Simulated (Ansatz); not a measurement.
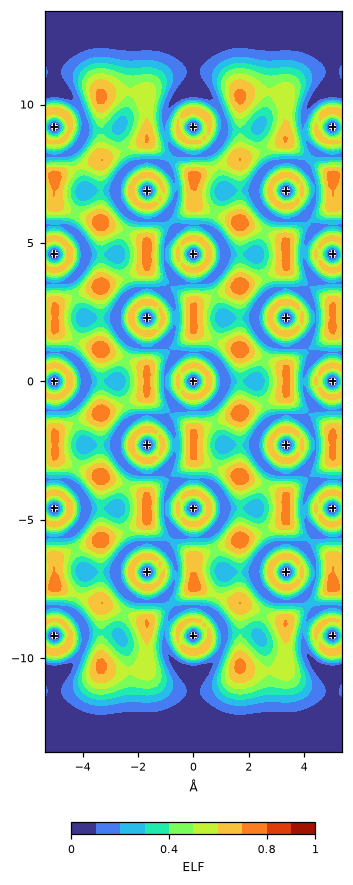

The ELF on a plane through atoms (crosses mark nuclei in the plane).

Level of theory: DFT PBEsol, scalar-relativistic, plane waves, PAW (Ansatz).

Candidates:
A. AlN, a = 4.38 Å, b = 4.38 Å, c = 4.38 Å, α = 90.00°, β = 90.00°, γ = 90.00°. Space group F-43m; a structure from a database of computed crystals, not necessarily the ambient phase.
B. Ti (slab), a = 2.90 Å, b = 2.90 Å, c = 33.36 Å, α = 90.00°, β = 90.00°, γ = 120.00°. Changed on purpose from its base cell (repeats removed: -1); not relaxed (largest force 0.7 eV/Å); computed without spin polarisation.

Question: Which system is this?

Answer: Candidate B: Ti on the (110) plane of the calculation cell, a cut from vacuum to vacuum, which holds Ti. Ti–Ti (2.84 Å): the ELF is about 0.20 at the midpoint; no localised pair shows between them.
